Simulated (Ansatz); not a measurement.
# Single-point calculation, with input and output: ZnO

ZnO (Fm-3m, 2 atoms in the cell), computed with DFT, PBE, plane waves, PAW, no spin polarisation (Ansatz 0.2.0).

The structure was built on a prototype by a generator. The geometry comes from this level: r2SCAN.

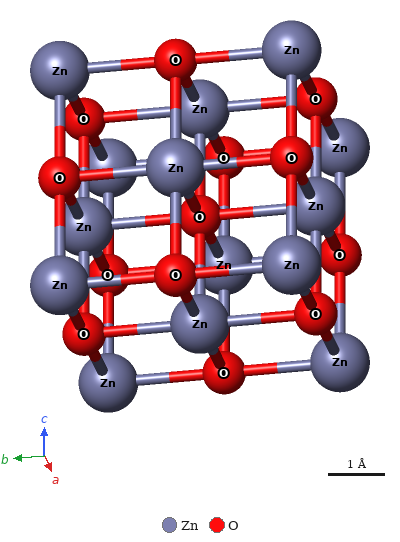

The structure (ball-and-stick view of the cell 4 times as large as that of the calculation, set on its symmetry axes, seen at an oblique angle). Near neighbours in the crystal (not all of them lie inside the picture): Zn has 6 O at 2.13 Å; O has 6 Zn at 2.13 Å.

### Input
```yaml
crystal:
  lattice:
    - [0.0, 2.1337703828, 2.1337703828]
    - [2.1337703828, 0.0, 2.1337703828]
    - [2.1337703828, 2.1337703828, 0.0]
  atoms:
    - { symbol: Zn, position: [0.0, 0.0, 0.0] }
    - { symbol: O, position: [0.5, 0.5, 0.5] }
kpoints:
  mp_grid: { grid: [8, 8, 8] }
hamiltonian:
  xc: pbe
scf:
  occupations: { method: fixed }
  n_extra_bands: 4
output:
  forces: true
  stress: true
  eigenvalues: true
```

Machine: 4 threads of AMD EPYC (Zen 3), 189 GiB of memory available, shared host.

Launch command:
```bash
ansatz run input.yaml --threads 4 --pin off --max-ram 3686MiB --backend cpu --events-out ev --progress --plain --runs-dir out
```

### What the program printed
```
scf.n_extra_bands = 4 over 9 filled bands (N_el = 18.0): the run solves 13 bands
Engine: ansatz 0.2.0, x86_64-unknown-linux-gnu
Pseudopotentials: kind: paw
Pseudopotential: Zn, paw, valence charge 12, recommended cutoff 420 eV (normal), Zn.paw.azcp
Pseudopotential: O, paw, valence charge 6, recommended cutoff 420 eV (normal), O.paw.azcp
Functional definition: PBE
  parameter kappa = 0.804
  parameter beta = 0.06672455060314922
  exchange = pbe_x(kappa = kappa, mu = beta*pi^2/3)
  correlation = pbe_c(beta = beta)
Crystal: 2 atoms, lattice volume = 19.430 Å³
Basis set: ecut = 420 eV, 339 PW (Γ), exchange–correlation on 48×48×48 points (8 copies of the dense FFT grid, shifted against one another)
Bands: 13, of which v1, the nominal top of the filled ones, is band 9 counted from 1 (8 counted from 0)
Symmetry: 48 space group operations
Space group: Fm-3m (ITA 225), of the structure as read, at distance tolerance 2.7e-5 Å
k-points: 29 of 512
Non-local potential: Zn, projectors of the file, l = 0: 2, l = 1: 2, l = 2: 3, l = 3: 1
Non-local potential: O, projectors of the file, l = 0: 2, l = 1: 2, l = 2: 1
PAW form: soft (Blöchl's): semilocal exchange-correlation on the pseudo side does not see the compensation charge
PAW one-centre angular grid: Zn, 590 points (default); XC on 64 Gauss nodes
PAW one-centre angular grid: O, 110 points (default); XC on 64 Gauss nodes
Initial density: superposition of atomic densities (neutral atoms: chi_scale 0, normalization atom), corrected by the library's trained network
Initial wavefunctions: pseudopotential atomic-orbital guess
Functional: x = pbe(κ = 0.804, μ = 0.2195149727645171), c = pbe(β = 0.06672455060314922)
SCF iter   1: F=—  HF=-3886.519991 eV  |F-HF|=—  |Δ(HF+E_count)|=         —  Δρ=1.77e-3  dr2=2.62e-4  ethr=1.77e-3  ⟨swp⟩=4.6  Hψ=1849  notcnv=0  defer=43
preconditioner: auto → none  [insulator: Δε(μ)=0.956 eV  Ē_g=16.065 eV  n_scr=8 (ndim 8)  ℏωp=35.7 eV  f_vac=0.000  ε∞_Penn≈5.9]
SCF iter   2: F=—  HF=-3886.520488 eV  |F-HF|=—  |Δ(HF+E_count)|=   4.97e-4  Δρ=4.91e-4  dr2=1.35e-5  ethr=1.46e-6  ⟨swp⟩=2.0  Hψ=937  notcnv=0  defer=55
SCF iter   3: F=—  HF=-3886.520490 eV  |F-HF|=—  |Δ(HF+E_count)|=   2.39e-6  Δρ=3.22e-4  dr2=7.66e-6  ethr=7.48e-8  ⟨swp⟩=2.1  Hψ=632  notcnv=0  defer=33
SCF iter   4: F=—  HF=-3886.520517 eV  |F-HF|=—  |Δ(HF+E_count)|=   2.63e-5  Δρ=2.83e-4  dr2=1.28e-5  ethr=4.26e-8  ⟨swp⟩=2.0  Hψ=638  notcnv=0  defer=37
SCF iter   5: F=—  HF=-3886.520513 eV  |F-HF|=—  |Δ(HF+E_count)|=   3.27e-6  Δρ=4.62e-5  dr2=4.26e-7  ethr=4.26e-8  ⟨swp⟩=2.2  Hψ=529  notcnv=0  defer=40
SCF iter   6: F=-3886.520513 eV  HF=-3886.520513 eV  |F-HF|=1.18e-8  |Δ(HF+E_count)|=   1.28e-7  Δρ=1.26e-5  dr2=2.23e-8  ethr=5.56e-10  ⟨swp⟩=6.2  Hψ=1777  notcnv=0
SCF 1 converged in 6 iterations: F = -3886.520513 eV  dr2 = 2.23e-8
  greatest PAW one-centre occupation: 0.993 electrons in one spin orbital (limit 2), on the Zn atom at site 0 (counted from 0), in its partial waves of l = 2
SCF converged after 6 iterations
Free energy (F): -3886.520513 eV
Harris-Foulkes:  -3886.520513 eV  (|F-HF|=1.18e-8)
Internal energy: -3886.520513 eV  (E = F + TS)
E sigma→0 (E₀):  -3886.520513 eV
Fermi energy:    10.196621 eV
--- Per-component energies (eV) ---
  E_band       = 83.197748
  E_kinetic    = 306.992039
  E_local      = -1702.562294  (includes V_loc(G=0)·N_el)
  E_nonlocal   = 669.854299
  E_hartree    = 699.020390
  E_xc         = -210.201833
  E_vxc        = -145.352342  (∫ρ·V_xc dr)
  E_paw        = -1992.548360  (= ΣΔE_a)
  E_vpaw       = -443.776388  (= ΣTr[D̂ρ^β])
  E_aug_tail   = 0.001906  (compensation charges beyond the density's cutoff)
  E_ewald      = -1657.076660
  E_smearing   = -0.000000  (= −TS)
  E_closure    = -0.000000  (closes the sum)
  Σ components = -3886.520513   (vs F -3886.520513, Δ=0.00e0)
--- Forces (eV/Å), atoms counted from 1 ---
  atom   1  Zn    -0.00000000     0.00000000     0.00000000
  atom   2  O      0.00000000    -0.00000000    -0.00000000
  max |Σ_I F_I| component: 1.07e-29 eV/Å
--- Stress (GPa, compression-positive) ---
        7.944978       0.000000      -0.000000
       -0.000000       7.944978       0.000000
       -0.000000       0.000000       7.944978
  P = ⅓ Tr σ = 7.9450 GPa (79.450 kbar)
--- Band table (eV; the first three rows and the last of 29) ---
  k-point 0: bands = ["-8.4564", "5.2930", "5.2930", "5.2930", "5.5094", "5.5094", "8.7960", "8.7960", "8.7960", "11.1461", "28.1680", "28.1680", "28.1680"]
  k-point 1: bands = ["-8.2837", "5.1525", "5.2312", "5.2312", "5.4098", "5.4098", "7.6667", "9.0427", "9.0427", "12.4444", "24.6233", "27.1163", "27.1163"]
  k-point 2: bands = ["-7.8314", "4.3975", "4.8235", "4.8235", "5.5217", "5.5217", "6.6771", "9.5604", "9.5604", "14.2261", "21.6311", "25.1235", "25.1235"]
  k-point 28: bands = ["-6.8554", "4.5080", "4.5692", "4.5692", "5.8365", "6.0477", "6.7428", "6.7428", "8.0602", "17.1302", "20.7313", "20.7313", "22.3525"]
```

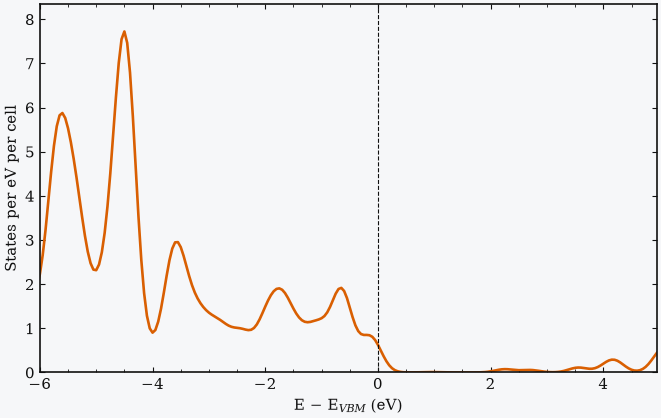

Density of states (the curve is built from the levels of the k mesh with Gaussians 0.4 eV wide, which also blur the band edges), with energies from the valence-band top. There is a gap of 0.95 eV on the k-point mesh. Small ripples come from the finite k-point mesh.

### Key numbers

- outcome: converged
- space group (tolerance 0.01 Å): Fm-3m (225)
- electrons treated: 18
- free energy: −3886.5205 eV
- Fermi energy: 10.197 eV
- gap on the k-point mesh: 0.95 eV
- pressure: 7.94 GPa
- largest force (length of the vector): under 0.001 eV/Å
- wall time: 3.3 s (CPU time 2.6 s)
- peak memory: 0.29 GiB

### Remarks

The cell is under a pressure of 7.9 GPa at this level, so it is not at its equilibrium volume.
